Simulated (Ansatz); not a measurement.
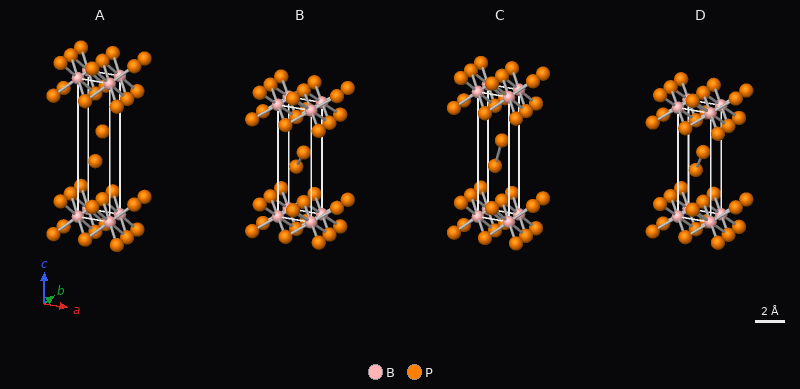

4 geometries from one relaxation of a crystal of BP$_{4}$ (a generated structure, set up in P-3m1) (coarse preliminary run), in shuffled order. Style: ball-and-stick. Shown: the cell of the calculation, slightly off an axis.

All numbers below come from DFT PBE, scalar-relativistic, plane waves, PAW (Ansatz). (plane-wave cutoff 420 eV; k-point mesh 6 × 6 × 2; occupations gaussian; smearing width 0.1 eV; no spin polarisation; cell and atoms relaxed; force threshold 0.04 eV/Å; at most 70 steps)

### Put them in the order of the run, from the start to the converged end.

A, C, D, B. They are steps 0, 2, 5, 11, at +1.961 eV per cell of the calculation, +1.061 eV per cell of the calculation, +0.273 eV per cell of the calculation relative to the last. The largest moves relative to the cell, 0.31 Å, are those of P atoms. B stays in place. The volume changes by −11.2 %, with a = b 3.046 → 3.193 Å (+4.8 %), c 9.793 → 7.908 Å (−19.2 %). Some distances before and after: P–P 2.986 → 2.274 Å, B–P 2.195 → 2.150 Å. New bonds form, among them: P–P (2.99 → 2.27 Å). Bond angles that change, for instance: P–B–P 92.1° → 84.1°, P–B–P 87.9° → 95.9°, B–P–B 87.9° → 95.9°. The space group stays P-3m1 (No. 164). Over 10 accepted moves (11 points after the start) the energy falls by 1.961 eV per cell of the calculation. Largest force component: 1.3 eV/Å at the start, 0.0088 eV/Å at the end. Pressure: −13.66 GPa at the start and 0.20 GPa at the end. At 1 point the geometry stayed and the basis and grid were re-selected for the new cell (energy shift of 1.5 meV per cell of the calculation at most each time).

Limits of the set-up: layers or molecules are held without a dispersion correction, so their spacing is unreliable.
